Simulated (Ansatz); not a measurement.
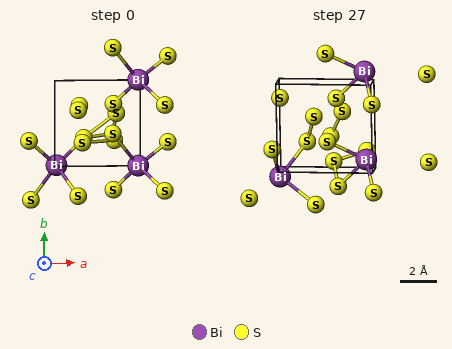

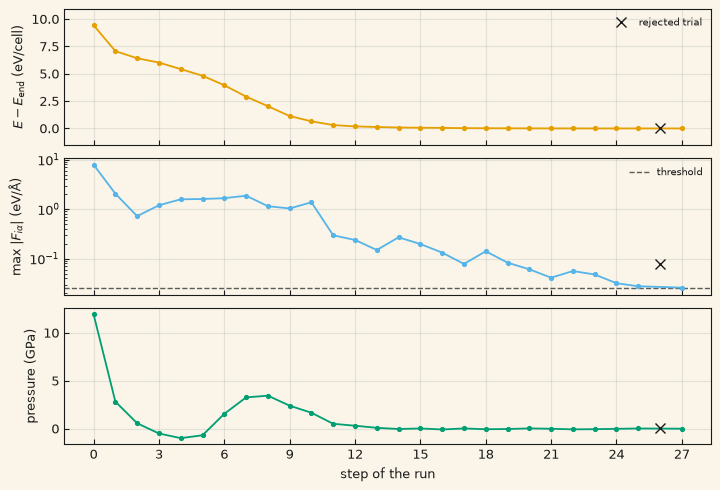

First and last geometry of a relaxation of crystalline BiS₄ (a generated structure, set up in P1) (coarse preliminary run), with the history of the run. A ball-and-stick model of the cell of the calculation, reduced to other axes, seen along the c axis. Lengths and directions refer to the drawn axes.

Computed with DFT PBE, scalar-relativistic, plane waves, PAW in Ansatz 0.2.0. Settings: plane-wave cutoff 420 eV; k-point mesh 4 × 4 × 2; occupations gaussian; smearing width 0.2 eV; no spin polarisation; cell and atoms relaxed; force threshold 0.025 eV/Å; at most 60 steps.

What do the curves and the structures tell?

The run was cut off at its time limit before the relaxation converged, so the last structure is only a point on the way. The largest move relative to the cell is that of an S atom, 1.83 Å along [3 −2 −1]. Largest moves by element: S 1.83 Å, Bi 0.96 Å. The volume changes by +32.0 %, with a 4.753 → 5.281 Å (+11.1 %), b 4.779 → 4.900 Å (+2.5 %), c 9.791 → 11.361 Å (+16.0 %), α 89.8° → 93.0°, β 88.1° → 89.9°, γ 89.5° → 92.0°. Among the contacts that change: Bi–S 2.435 → 4.526 Å, S–S 2.194 → 3.839 Å, S–S 2.579 → 4.069 Å, S–S 3.511 → 2.080 Å. New bonds form: S–S (3.13 → 2.04 Å), S–S (3.13 → 2.09 Å), S–S (3.51 → 2.08 Å). Bonds break: Bi–S (2.43 → 4.53 Å), S–S (2.19 → 3.84 Å), S–S (2.28 → 3.35 Å). Bond angles that change, for instance: Bi–S–S 145.7° → 104.1°, Bi–S–S 144.7° → 105.1°, S–Bi–S 114.9° → 85.6°. The space group stays P1 (No. 1). The energy falls by 9.436 eV per cell of the calculation in 26 accepted moves (27 points after the start). Largest force component: 8 eV/Å at the start, 0.026 eV/Å at the end. Pressure: 11.94 GPa at the start and 0.00 GPa at the end. The line search rejected the trial step at point 26 of the run.
